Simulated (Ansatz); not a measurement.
Zr$_{8}$Si$_{9}$O$_{31}$ (cell charge −2, with a compensating background) (cell with a defect)

```
CELL_PARAMETERS angstrom
0.00000 6.67752 -6.02347
-6.67752 0.00000 6.02347
6.67752 0.00000 6.02347
ATOMIC_POSITIONS crystal
Zr 0.50692 0.75236 0.25236
Zr 0.99595 0.49723 0.49487
Zr 0.49839 0.25268 0.75268
Zr 0.99595 0.99487 0.99723
Zr 0.50163 0.37574 0.37940
Zr 0.00538 0.12228 0.62228
Zr 0.50163 0.87940 0.87574
Zr 0.96222 0.59634 0.09634
Si 0.54836 0.03997 0.53997
Si 0.99753 0.74832 0.74548
Si 0.48514 0.49466 0.99466
Si 0.99753 0.24548 0.24832
Si 0.00109 0.86902 0.36902
Si 0.49606 0.62822 0.61950
Si 0.00691 0.37385 0.87385
Si 0.49606 0.11950 0.12822
Si 0.29732 0.81789 0.31789
O 0.81715 0.56619 0.56558
O 0.30676 0.31322 0.81322
O 0.81715 0.06558 0.06619
O 0.96586 0.67420 0.36663
O 0.48833 0.44438 0.62818
O 0.00640 0.19277 0.88079
O 0.51799 0.94880 0.12497
O 0.96586 0.86663 0.17420
O 0.51799 0.62497 0.44880
O 0.00640 0.38079 0.69277
O 0.48833 0.12818 0.94438
O 0.18432 0.25118 0.25383
O 0.71895 0.02773 0.52773
O 0.18432 0.75383 0.75118
O 0.66325 0.49172 0.99172
O 0.54729 0.22359 0.53628
O 0.00567 0.93329 0.74799
O 0.49187 0.67620 0.98629
O 0.97786 0.41539 0.23856
O 0.19368 0.05143 0.55143
O 0.67901 0.81035 0.80016
O 0.18929 0.55103 0.05103
O 0.67901 0.30016 0.31035
O 0.82858 0.88109 0.38109
O 0.31146 0.62849 0.61348
O 0.81897 0.36841 0.86841
O 0.31146 0.11348 0.12849
O 0.00567 0.24799 0.43329
O 0.54729 0.03628 0.72359
O 0.97786 0.73856 0.91539
O 0.49187 0.48629 0.17620
```

The calculation used DFT PBE, scalar-relativistic, plane waves, PAW in Ansatz 0.2.0.

Question: What can the converged valence pseudo-density and electron localisation function tell about the bonding?

Answer: Si–O (1.63 Å): the density is about 1.2 e/Å³ at the midpoint; the ELF peaks at about 0.85 between the atoms.
Si–O (1.63 Å): the density is about 1.2 e/Å³ at the midpoint; the ELF peaks at about 0.85 between the atoms.

Question: Metal or insulator at this level of theory?

Answer: It is gapped, with a Kohn–Sham gap of 0.98 eV on the k-point mesh, an upper bound to the gap of this method.

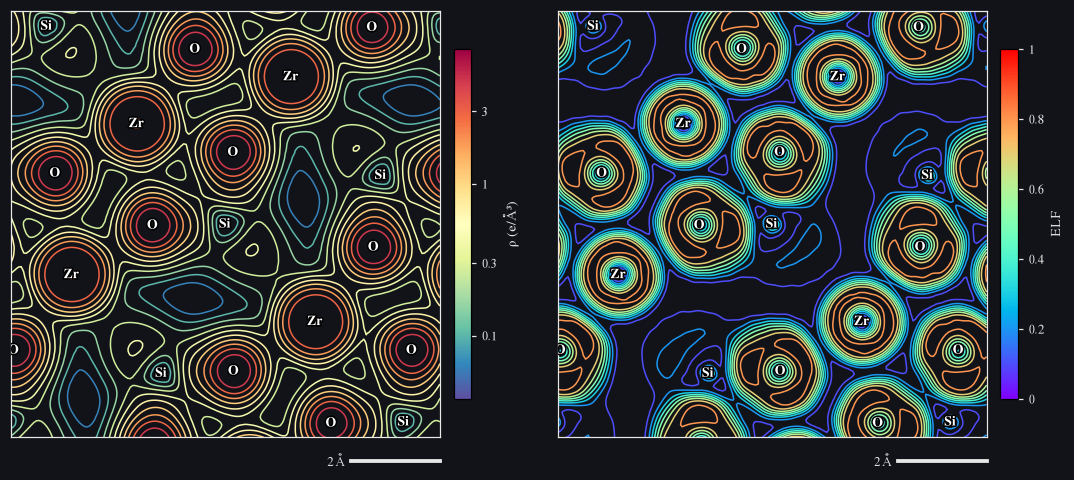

Computed valence pseudo-density and electron localisation function on the (011̄) plane of the calculation cell, in this order. 
